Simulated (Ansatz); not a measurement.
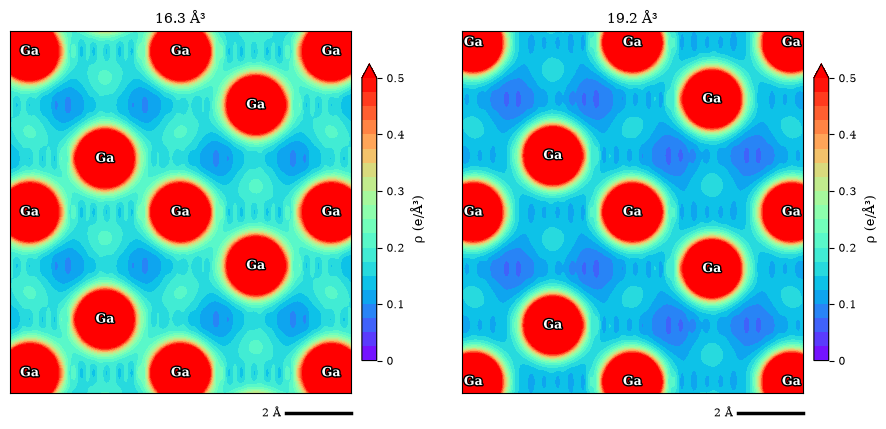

Ga. The valence pseudo-density of cells scaled evenly to different volumes (given per atom above each panel), on the (110) plane of each (indices in the axes of the cell below), at one length scale and on one colour scale.

A generated structure, not necessarily the stable one.

Level of theory: DFT, PBEsol, plane waves (420 eV) with PAW, scalar-relativistic (Ansatz 0.2.0).

The largest cell:

```
Ga
1.0
     3.00920    0.00000    0.00000
    -1.50460    2.60604    0.00000
     0.00000    0.00000    9.77870
Ga
4
Direct
  0.00000 0.00000 0.00000
  0.00000 0.00000 0.50000
  0.33333 0.66667 0.25000
  0.66667 0.33333 0.75000
```

| volume (Å³/atom) | Ga–Ga contact in the plane (Å) | ρ at its midpoint (e/Å³) | 
| --- | --- | --- |
| 16.33 | 2.843 | 0.209 | 
| 17.75 | 2.923 | ? | 
| 19.17 | 2.999 | 0.164 | 

Q: What values belong in the row with question marks?

A: Over the known rows ln ρ falls by 1.55 per Å of Ga–Ga distance (the line through the two), which gives 0.185 e/Å³ at 2.923 Å; the calculation gives 0.183 e/Å³.
